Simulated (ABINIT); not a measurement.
## WC: geometry relaxation (part 3 of 3)

WC (P-6m2, 2 atoms in the cell); Kohn-Sham DFT of a periodic cell, LDA, PseudoDojo NC SR LDA v0.4.1 standard, no spin polarisation (ABINIT 10.8.3); cutoff 1115.67 eV, 8×8×7 k-mesh, fermi-dirac of 0.05 eV. The structure derives from an entry of the Crystallography Open Database.

Geometry of the input (Å; fractional positions):
```
2.9065  0.0000  0.0000
-1.4532  2.5171  0.0000
0.0000  0.0000  2.8366
W  0.0000  0.0000  0.0000
C  0.6667  0.3333  0.5000
```

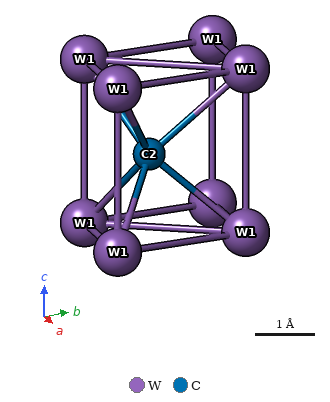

Fig. 1: The input geometry (ball-and-stick view of the cell of the calculation, seen slightly off an axis; atoms are numbered from 1 in the order of the input). An atom can appear more than once, as a periodic image.

## Key numbers

```tsv
quantity	value
outcome	converged
space group (tolerance 0.01 Å)	P-6m2 (187)
electrons treated	18
free energy	−2230.7065 eV
Fermi energy	17.860 eV
gap on the k-point mesh	none (metallic)
pressure	0.00 GPa
final volume	20.22 Å³
largest force (length of the vector) at the end	under 0.001 eV/Å
final cell	a = 2.883 Å, b = 2.883 Å, c = 2.809 Å, α = 90.00°, β = 90.00°, γ = 120.00°
hardware	4 threads of Intel Xeon (Granite Rapids), 176 GiB of memory available, shared host
wall time	27 s (CPU time 1.8 min)
peak memory	0.28 GiB
```

## Remarks

Spin–orbit coupling is left out, which matters for W.
